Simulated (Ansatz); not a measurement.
Band-structure calculation, with input and output: KF

KF (2 atoms in the cell), computed with DFT, r2SCAN, plane waves, PAW, no spin polarisation (Ansatz 0.2.0).

The structure was built on a prototype by a generator. The geometry comes from this level: r2SCAN (a point of a series of strains). It belongs to a series of runs on one base structure; here: hydrostatic strain -1.5%. Figures and captions count atoms from 1; the log counts them from 0 in places.

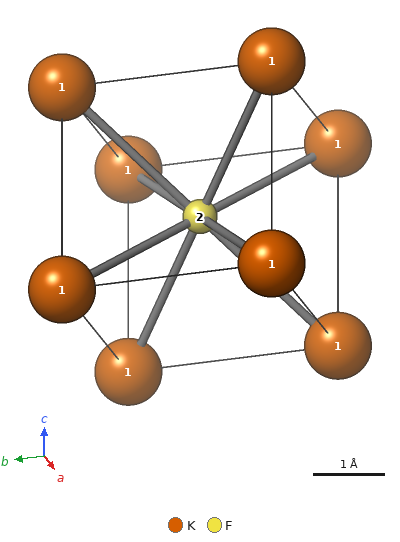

**Figure 1.** The input geometry (ball-and-stick view of the cell of the calculation, seen at an oblique angle; atoms are numbered from 1 in the order of the input).

## Input file
```yaml
crystal:
  lattice:
    - [3.130551907, 0.0, 0.0]
    - [0.0, 3.130551907, 0.0]
    - [0.0, 0.0, 3.130551907]
  atoms:
    - { symbol: K, position: [0.0, 0.0, 0.0] }
    - { symbol: F, position: [0.5, 0.5, 0.5] }
kpoints:
  mp_grid: { grid: [8, 8, 8] }
  band_path:
    path:
      - [0.0, 0.0, 0.0]
      - [0.0, 0.5, 0.0]
      - [0.5, 0.5, 0.0]
      - [0.5, 0.5, 0.5]
      - [0.0, 0.5, 0.5]
    npoints: 1
hamiltonian:
  xc: r2scan
scf:
  occupations: { method: fixed }
  n_extra_bands: 4
output:
  forces: true
  stress: true
  eigenvalues: true
  write_density: true
  write_potential: true
  elf: true
  volumetric_format: npy
```

Command:
```bash
ansatz run input.yaml --threads 4 --pin off --max-ram 3686MiB --backend cpu --events-out ev --progress --plain --runs-dir out
```

## What the program printed
```
scf.n_extra_bands = 4 over 8 filled bands (N_el = 16.0): the run solves 12 bands
Engine: ansatz 0.2.0, x86_64-unknown-linux-gnu
Pseudopotentials: kind: paw
Pseudopotential: K, paw, valence charge 9, recommended cutoff 500 eV (meta_gga), K.paw.azcp
Pseudopotential: F, paw, valence charge 7, recommended cutoff 500 eV (meta_gga), F.paw.azcp
Functional definition: r2SCAN
  parameter k0 = 0.174
  parameter k1 = 0.065
  parameter a1 = 4.9479
  exchange = r2scan_x(k0 = k0, k1 = k1, a1 = a1)
  correlation = r2scan_c
Crystal: 2 atoms, lattice volume = 30.681 Å³
Basis set: ecut = 500 eV, 751 PW (Γ), exchange–correlation on 96×96×96 points (64 copies of the dense FFT grid, shifted against one another)
Bands: 12, of which v1, the nominal top of the filled ones, is band 8 counted from 1 (7 counted from 0)
Symmetry: 48 space group operations
Space group: Pm-3m (ITA 221), of the structure as read, at distance tolerance 3.1e-5 Å
k-points: 35 of 512
Non-local potential: K, projectors of the file, l = 0: 3, l = 1: 2, l = 2: 2
Non-local potential: F, projectors of the file, l = 0: 2, l = 1: 2, l = 2: 1
PAW form: soft (Blöchl's): semilocal exchange-correlation on the pseudo side does not see the compensation charge
PAW frozen core: K, regenerated for the run's functional (the file was generated under x = pbe(κ = 0.804, μ = 0.2195149727645171), c = pbe(β = 0.06672455060314922))
PAW frozen core: F, regenerated for the run's functional (the file was generated under x = pbe(κ = 0.804, μ = 0.2195149727645171), c = pbe(β = 0.06672455060314922))
PAW one-centre angular grid: K, 302 points (default); XC on 160 Gauss nodes
PAW one-centre angular grid: F, 302 points (default); XC on 160 Gauss nodes
Initial density: superposition of atomic densities (neutral atoms: chi_scale 0, normalization atom), corrected by the library's trained network
Initial wavefunctions: pseudopotential atomic-orbital guess
Functional: x = r2scan, c = r2scan; τ floored in thin density (d = 2e-4 eV/Å³)
SCF iter   1: F=—  HF=-2355.031247 eV  |F-HF|=—  |Δ(HF+E_count)|=         —  Δρ=6.51e-3  dr2=1.14e-2  dr2_τ=2.73e-2  ethr=1.77e-3  ⟨swp⟩=4.2  Hψ=2307  notcnv=0  defer=37
preconditioner: auto → none  [insulator: Δε(μ)=8.330 eV  Ē_g=19.440 eV  n_scr=6 (ndim 8)  ℏωp=25.1 eV  f_vac=0.000  ε∞_Penn≈2.7]
SCF iter   2: F=—  HF=-2355.069635 eV  |F-HF|=—  |Δ(HF+E_count)|=   3.84e-2  Δρ=4.73e-3  dr2=2.32e-3  dr2_τ=5.31e-4  ethr=7.10e-5  ⟨swp⟩=2.9  Hψ=1070  notcnv=0  defer=51
SCF iter   3: F=—  HF=-2355.069071 eV  |F-HF|=—  |Δ(HF+E_count)|=   5.64e-4  Δρ=1.46e-3  dr2=2.31e-4  dr2_τ=4.57e-5  ethr=1.45e-5  ⟨swp⟩=2.0  Hψ=734  notcnv=0  defer=59
SCF iter   4: F=—  HF=-2355.069041 eV  |F-HF|=—  |Δ(HF+E_count)|=   3.02e-5  Δρ=2.66e-4  dr2=8.49e-6  dr2_τ=1.70e-6  ethr=1.44e-6  ⟨swp⟩=2.3  Hψ=701  notcnv=0  defer=63
SCF iter   5: F=—  HF=-2355.069043 eV  |F-HF|=—  |Δ(HF+E_count)|=   2.77e-6  Δρ=1.14e-4  dr2=2.94e-6  dr2_τ=6.67e-7  ethr=5.31e-8  ⟨swp⟩=2.0  Hψ=700  notcnv=0  defer=5
SCF iter   6: F=-2355.069043 eV  HF=-2355.069043 eV  |F-HF|=1.17e-8  |Δ(HF+E_count)|=   1.95e-7  Δρ=1.24e-5  dr2=3.48e-8  dr2_τ=3.08e-9  ethr=6.25e-10  ⟨swp⟩=7.0  Hψ=3359  notcnv=0
SCF 1 converged in 6 iterations: F = -2355.069043 eV  dr2 = 3.48e-8
  greatest PAW one-centre occupation: 0.989 electrons in one spin orbital (limit 2), on the K atom at site 0 (counted from 0), in its partial waves of l = 0
NSCF: frozen V_eff on 5 k-points
SCF converged after 6 iterations
Free energy (F): -2355.069043 eV
Harris-Foulkes:  -2355.069043 eV  (|F-HF|=1.17e-8)
Internal energy: -2355.069043 eV  (E = F + TS)
E sigma→0 (E₀):  -2355.069043 eV
Fermi energy:    3.119578 eV
--- Per-component energies (eV) ---
  E_band       = -109.442598
  E_kinetic    = 464.645744
  E_local      = -956.856009  (includes V_loc(G=0)·N_el)
  E_nonlocal   = 85.298181
  E_hartree    = 338.579840
  E_xc         = -215.052192
  E_vxc        = -305.060014  (∫ρ·V_xc dr)
  E_paw        = -990.772114  (= ΣΔE_a)
  E_vpaw       = -94.360324  (= ΣTr[D̂ρ^β])
  E_aug_tail   = 0.001032  (compensation charges beyond the density's cutoff)
  E_vtau       = 19.724905  (kinetic-family band-sum trace: ∫τ·v_τ [+ j·A + Jᵃ·Aᵃ] dr)
  E_ewald      = -1080.685949
  E_core_change = -0.227577  (= ΣΔE_core)
  E_smearing   = -0.000000  (= −TS)
  E_closure    = 0.000000  (closes the sum)
  Σ components = -2355.069043   (vs F -2355.069043, Δ=0.00e0)
--- Forces (eV/Å), atoms counted from 1 ---
  atom   1  K      0.00000000    -0.00000000    -0.00000000
  atom   2  F      0.00000000    -0.00000000     0.00000000
  max |Σ_I F_I| component: 1.28e-29 eV/Å
--- Stress (GPa, compression-positive) ---
        2.214570       0.000000       0.000000
        0.000000       2.214570      -0.000000
        0.000000      -0.000000       2.214570
  P = ⅓ Tr σ = 2.2146 GPa (22.146 kbar)
--- Band table (eV; the first three rows and the last of 35) ---
  k-point 0: bands = ["-24.5673", "-17.0093", "-6.6558", "-6.6558", "-6.6558", "3.1029", "3.1029", "3.1029", "11.2326", "12.2857", "12.2857", "18.4566"]
  k-point 1: bands = ["-24.5385", "-17.0198", "-6.7956", "-6.6323", "-6.6323", "2.8749", "3.0780", "3.0780", "11.6838", "12.4201", "12.7316", "18.1929"]
  k-point 2: bands = ["-24.4678", "-17.0477", "-7.1144", "-6.5748", "-6.5748", "2.3773", "3.0160", "3.0160", "12.7210", "12.7782", "13.9587", "17.6436"]
  k-point 34: bands = ["-24.0636", "-16.8244", "-7.4171", "-7.4171", "-7.4171", "1.8740", "1.8740", "1.8740", "14.9789", "14.9789", "14.9789", "20.1755"]
```

## File rho_z.tsv
```
# z_ang	rho[e/angstrom^3]
# format = ansatz-planar-average/11
# lattice	3.130551907	0.000000000	0.000000000
# lattice	0.000000000	3.130551907	0.000000000
# lattice	0.000000000	0.000000000	3.130551907
# sites	2
# site	19	0.000000000	0.000000000	0.000000000
# site	9	1.565275954	1.565275954	1.565275954
0.000000	7.213776e-1
0.130440	7.002643e-1
0.260879	6.359752e-1
0.391319	5.335817e-1
0.521759	4.149329e-1
0.652198	3.120470e-1
0.782638	2.524096e-1
0.913078	2.514078e-1
1.043517	3.219306e-1
1.173957	4.737204e-1
1.304397	6.783762e-1
1.434836	8.580001e-1
1.565276	9.294159e-1
1.695716	8.580001e-1
1.826155	6.783762e-1
1.956595	4.737204e-1
2.087035	3.219306e-1
2.217474	2.514078e-1
2.347914	2.524096e-1
2.478354	3.120470e-1
2.608793	4.149329e-1
2.739233	5.335817e-1
2.869673	6.359752e-1
3.000112	7.002643e-1
```

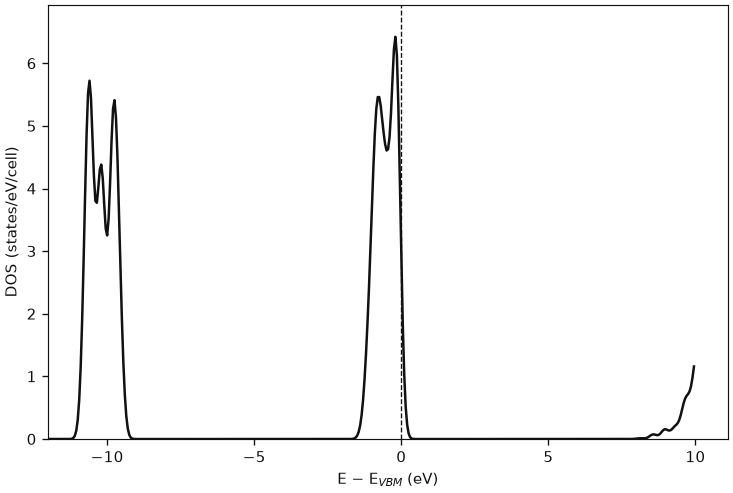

**Figure 2.** Density of states (the curve is built from the levels of the k mesh with Gaussians 0.3 eV wide, which also blur the band edges), with energies from the valence-band top. There is a gap of 8.11 eV on the k-point mesh. Small ripples come from the finite k-point mesh.

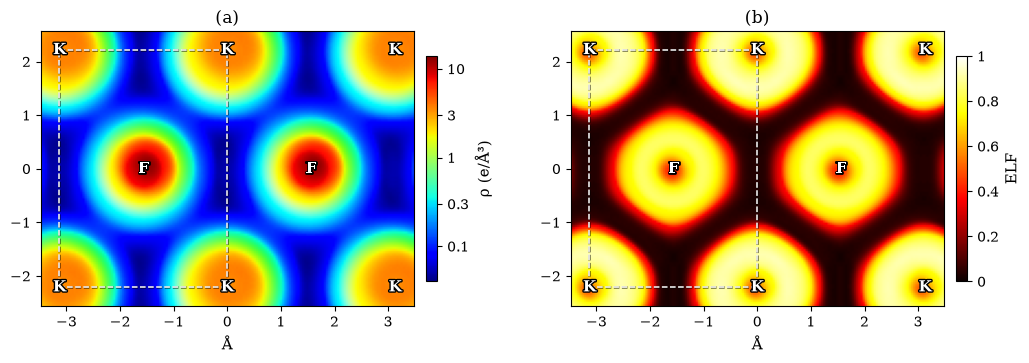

**Figure 3.** (a) valence electron density; (b) electron localisation function on the (110) plane of the conventional cell. The section cuts through K and F sites. K–F (2.71 Å): ρ is about 0.11 e/Å³ halfway; the ELF is about 0.05 at the midpoint (ionic bonding with no shared pair). Away from the nuclei the density in this plane falls to 0.04 e/Å³ at its lowest. The strong features right at K lie inside the PAW spheres (semicore, d or f shells) and say nothing about bonding. In a PAW calculation such maps are meaningful between the atoms, not at the nuclei.

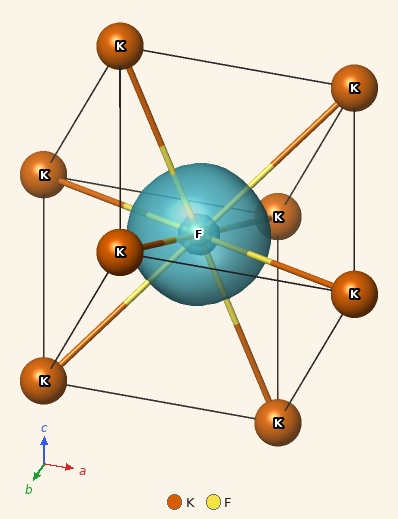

**Figure 4.** Isosurface of the electron localisation function at 0.65 (cyan), seen at an oblique angle. Core shells and regions of very low density are left out. Sticks mark near contacts. The outline is the cell set on symmetry axes. Values along the shortest contacts:

## Results in brief

```tsv
quantity	value
outcome	converged
space group (tolerance 0.01 Å)	Pm-3m (221)
electrons treated	16
free energy	−2355.0690 eV
Fermi energy	3.120 eV
gap on the k-point mesh	8.11 eV
pressure	2.21 GPa
largest force (length of the vector)	under 0.001 eV/Å
hardware	4 threads of an x86-64 CPU, shared host
wall time	5.2 s (CPU time 5.8 s)
peak memory	0.36 GiB
```
